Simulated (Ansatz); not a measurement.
Consider ZnO.

```cif
data_structure
_symmetry_space_group_name_H-M 'P 1'
_symmetry_Int_Tables_number 1
_cell_length_a 3.3110
_cell_length_b 3.3110
_cell_length_c 6.0032
_cell_angle_alpha 90.000
_cell_angle_beta 90.000
_cell_angle_gamma 120.000
_cell_volume 57.00
loop_
_atom_site_label
_atom_site_type_symbol
_atom_site_fract_x
_atom_site_fract_y
_atom_site_fract_z
_atom_site_occupancy
Zn1 Zn 0.00000 0.00000 0.75000 1
Zn2 Zn 0.00000 0.00000 0.25000 1
O1 O 0.33333 0.66667 0.25000 1
O2 O 0.66667 0.33333 0.75000 1
```

Space group P6₃/mmc; a structure from a database of computed crystals, not necessarily the ambient phase; computed pressure about −4 GPa in this cell.

Computed with DFT PBE+D3(BJ), scalar-relativistic, plane waves, PAW (Ansatz).

Question: What can the converged valence pseudo-density and electron localisation function tell about the bonding?

Answer: Zn–O (1.91 Å): ρ is about 0.69 e/Å³ halfway; the ELF peaks at about 0.80 in the valence shell of O, 0.6 Å from its nucleus, and is about 0.30 at the midpoint (no shared electron pair shows on this line).

Question: Does the calculation make it a metal, or give it a gap?

Answer: It is gapped, with a Kohn–Sham gap of 0.64 eV on the k-point mesh, an upper bound to the gap of this method.

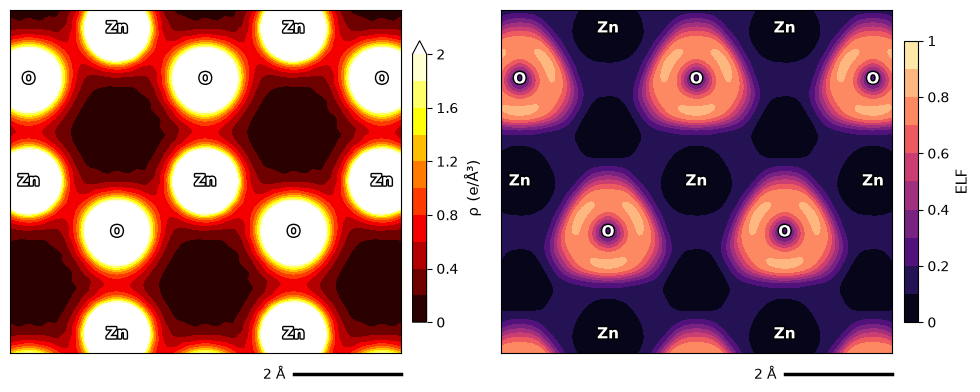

Computed valence pseudo-density and electron localisation function on the (001) plane of the conventional cell, in this order. 

The density is the valence pseudo-density of a PAW calculation; it isn't the true density close to the nuclei.
